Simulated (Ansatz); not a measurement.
Input structure:

```
W Se
1.0
     3.13391    0.00000    0.00000
    -1.56696    2.71405    0.00000
     0.00000    0.00000   12.04451
W Se
2 4
Direct
  0.66667 0.33333 0.25000
  0.33333 0.66667 0.75000
  0.33333 0.66667 0.39148
  0.66667 0.33333 0.89148
  0.33333 0.66667 0.10852
  0.66667 0.33333 0.60852
```

> What crystal do these data define?

The material is WSe$_{2}$. The symmetry is that of P6_3/mmc (No. 194), on a primitive hexagonal lattice. It belongs to the family called 2H molybdenite (MoS₂) type. The cell comprises 2 formula units: 2 W, 4 Se. The polyhedra are WSe6 trigonal prisms; they share edges. W is linked to six Se in a trigonal prismatic arrangement at 2.49 Å. Se bonds to three W in a trigonal pyramidal arrangement at 2.49 Å. Not all metal-metal contacts are counted. The bonds build WSe2 layers parallel to (001).

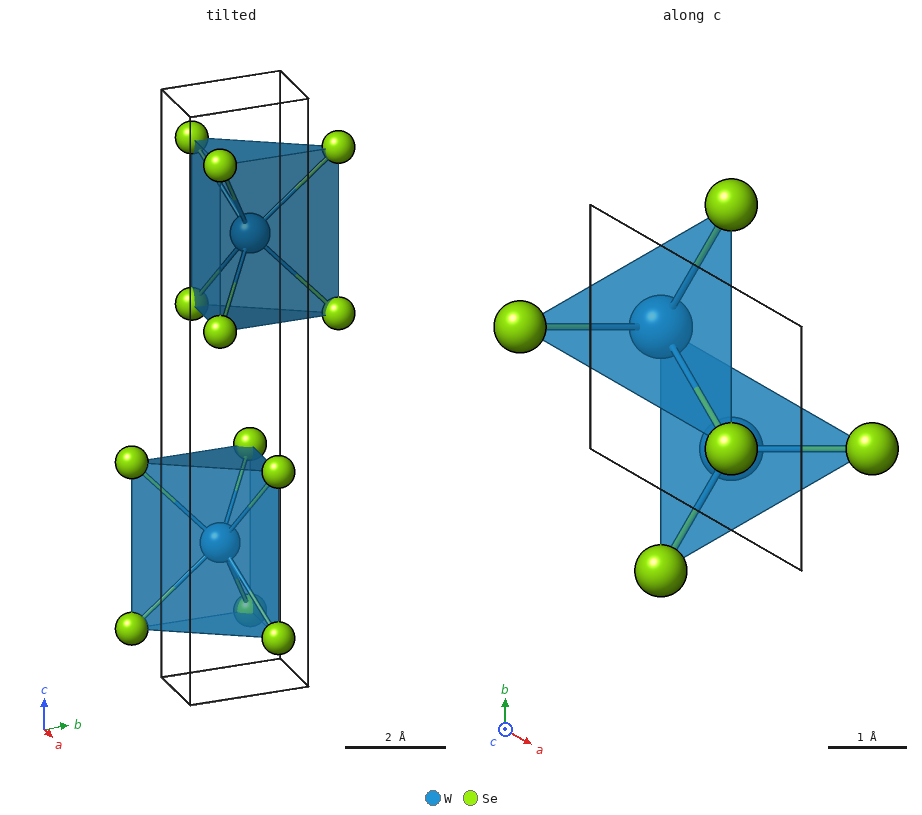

Polyhedral model, viewed slightly off an axis and along the c axis. Lines trace the edges of the conventional unit cell. Some neighbours outside the box are added.

The initial geometry was a structure listed in the Materials Project. The cell was then strained or its atoms displaced on purpose. The atoms were relaxed in a fixed cell with Ansatz, DFT PBEsol+D3(BJ), scalar-relativistic, plane waves, PAW.

At this level of theory the run's own cell isn't at rest (compressed, at 9 GPa), so its distances can differ from those at equilibrium, the more so the softer the solid.
